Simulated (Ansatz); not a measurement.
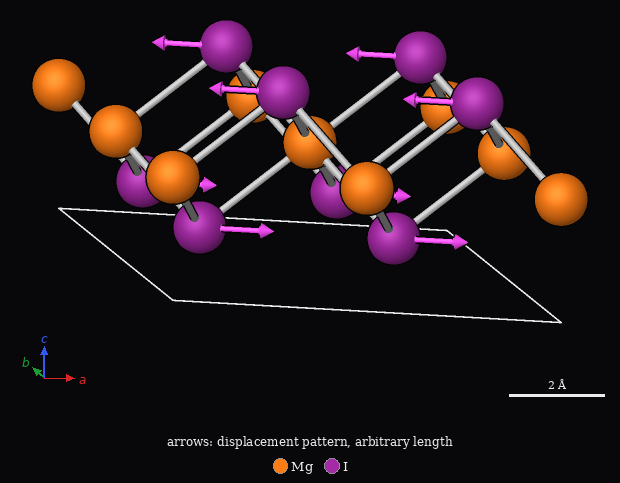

One vibrational mode of a free-standing layer of MgI2 (a generated structure) at the zone centre. The pink arrows give the relative displacements of the atoms. Style: ball-and-stick. Shown: the 2 × 2 repeat of the cell, outlined in the plane, without the vacuum, slightly off an axis.

Theory: DFT PBE, scalar-relativistic, plane waves, PAW in Ansatz.

Input
```yaml
crystal:
  lattice:
    - [4.2059005804, 0.0, 0.0]
    - [-2.1029502902, 3.6424167484, 0.0]
    - [0.0, 0.0, 30.45257176]
  atoms:
    - { symbol: Mg, position: [0.0, 0.0, 0.2955415415] }
    - { symbol: I, position: [0.3333333333, 0.6666666667, 0.2405967769] }
    - { symbol: I, position: [0.6666666667, 0.3333333333, 0.3504863061] }
  periodic: [true, true, false]
basis:
  ecutwfc: 420
kpoints:
  mp_grid: { grid: [6, 6, 1] }
hamiltonian:
  xc: pbe
scf:
  occupations: { method: fixed }
output:
  eigenvalues: true
phonons:
  method: dfpt
  eigenvectors: true
  qmesh: [3, 3, 1]
  temperatures: { t_max: 1000, t_step: 100 }
  qpath:
    path:
      - [[0.0, 0.0, 0.0], [0.5, 0.0, 0.0], [0.33333333, 0.33333333, 0.0], [0.0, 0.0, 0.0], [0.0, 0.0, 0.5], [0.5, 0.0, 0.5], [0.33333333, 0.33333333, 0.5], [0.0, 0.0, 0.5]]
      - [[0.5, 0.0, 0.5], [0.5, 0.0, 0.0]]
      - [[0.33333333, 0.33333333, 0.5], [0.33333333, 0.33333333, 0.0]]
    npoints: 8
```

Launched with:
```bash
ansatz run input.yaml --threads 1 --pin off --max-ram 2560MiB --backend cpu --events-out ev --progress --plain --runs-dir out
```

Frequencies are those without the non-analytic (LO–TO) term.

> What mode is this, and where does it lie in the spectrum?

This is the E_g mode (doubly degenerate; one member of the set is drawn) at 1.76 THz, the lowest optical level, Raman-active by symmetry. The Mg atoms stay at rest; all motion is along a of the drawn cell; atoms of one kind move against one another, with no net shift of their sublattice.
